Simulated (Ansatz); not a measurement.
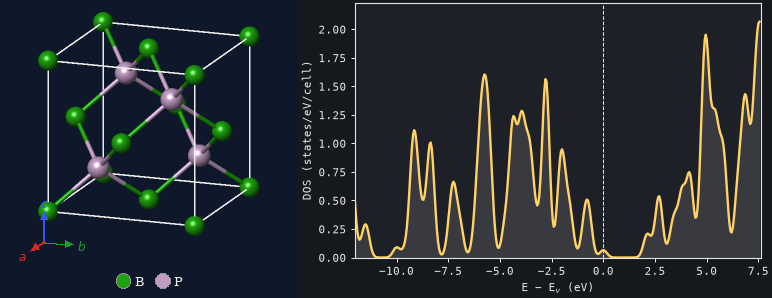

Density of states, beside the structure. Energies are counted from the top of the valence band. The curve is built from the levels of the k mesh with Gaussians 0.4 eV wide, which also blur the band edges.

Input of the run:

```
crystal:
  lattice:
    - [0.0, 2.2683155501, 2.2683155501]
    - [2.2683155501, 0.0, 2.2683155501]
    - [2.2683155501, 2.2683155501, 0.0]
  atoms:
    - { symbol: B, position: [0.0, 0.0, 0.0] }
    - { symbol: P, position: [0.25, 0.25, 0.25] }
kpoints:
  mp_grid: { grid: [6, 6, 6] }
  band_path:
    path:
      - [0.0, 0.0, 0.0]
      - [-0.5, -0.5, 0.0]
      - [-0.375, -0.375, 0.25]
      - [-0.375, 0.0, 0.375]
      - [0.0, 0.0, 0.5]
      - [-0.5, -0.25, 0.25]
      - [0.0, 0.414062, 0.414062]
    npoints: 1
hamiltonian:
  xc: hse06
scf:
  occupations: { method: fixed }
  n_extra_bands: 4
output:
  forces: true
  stress: true
  eigenvalues: true
  write_density: true
  write_potential: true
  elf: true
  volumetric_format: npy
```

Launched with:
```bash
ansatz run input.yaml --threads 4 --pin off --max-ram 4608MiB --backend cpu --events-out ev --progress --plain --runs-dir out
```

**Is there a gap at the Fermi level, and how wide?**

There is a gap; over the k points computed it is 2.06 eV (indirect; the smallest direct gap is 4.34 eV).

**How wide is the upper valence band?**

The upper group of valence states starts about 10.0 eV under the valence-band top, with a gap beneath it; it holds about 6 electrons a cell.
